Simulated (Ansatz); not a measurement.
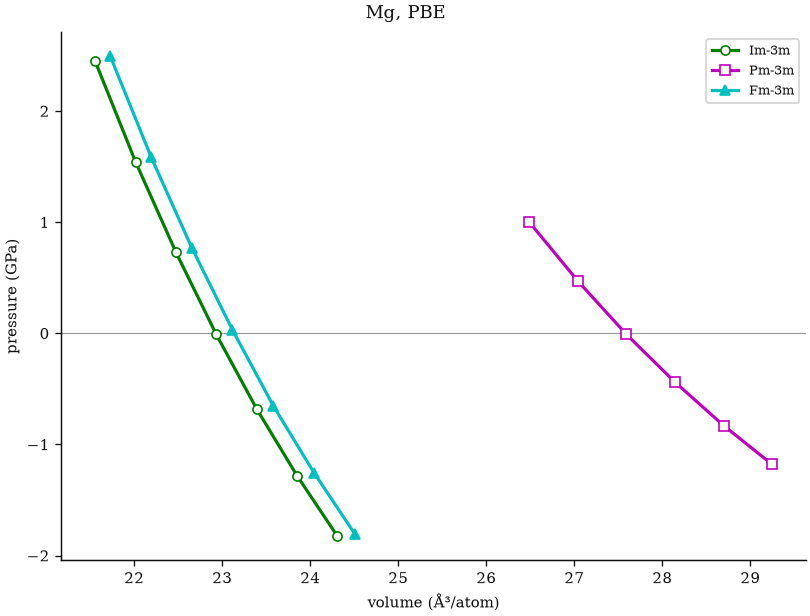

Calculation (Ansatz 0.2.0 development build): equation of state of a cubic crystal from periodic Kohn-Sham density functional theory without spin, third-order Birch-Murnaghan fit to the free energies; pressure corrected for the finite basis. Level: PBE.

- atoms in cell: 1
- occupation method: Fermi–Dirac
- occupation width: 0.06123 eV
- wave cutoff: 420 eV
- datasets: soft-1 PAW
- density tolerance: 1e−07 eV
- bands: 9
- density cutoff ratio: 4
- search for lower states: default

Pressure against volume, with one curve for each structure, for Mg.

Settings that differ: Im-3m: k mesh 43×43×43, lattice centring body-centred primitive, space group number 229, structure type bcc; Pm-3m: k mesh 36×36×36, lattice centring simple cubic, space group number 221, structure type simple cubic; Fm-3m: k mesh 41×41×41, lattice centring face-centred primitive, space group number 225, structure type fcc.

The fitted equilibrium volumes, smallest first, are Im-3m 22.92, Fm-3m 23.13, Pm-3m 27.59 Å³/atom. The fitted bulk moduli, smallest first, are Pm-3m 22.7, Im-3m 35.1, Fm-3m 35.1 GPa. For Im-3m, the pressure falls from 2.448 GPa at volume 21.56 Å³/atom to −1.825 GPa at 24.31 Å³/atom, and changes sign near 22.93 Å³/atom. For Pm-3m, the pressure falls from 1.00 GPa at volume 26.49 Å³/atom to −1.18 GPa at 29.25 Å³/atom, and changes sign near 27.58 Å³/atom. For Fm-3m, the pressure falls from 2.491 GPa at volume 21.73 Å³/atom to −1.802 GPa at 24.50 Å³/atom, and changes sign near 23.14 Å³/atom.

Keep in mind: cubic model structure, not the ambient form.
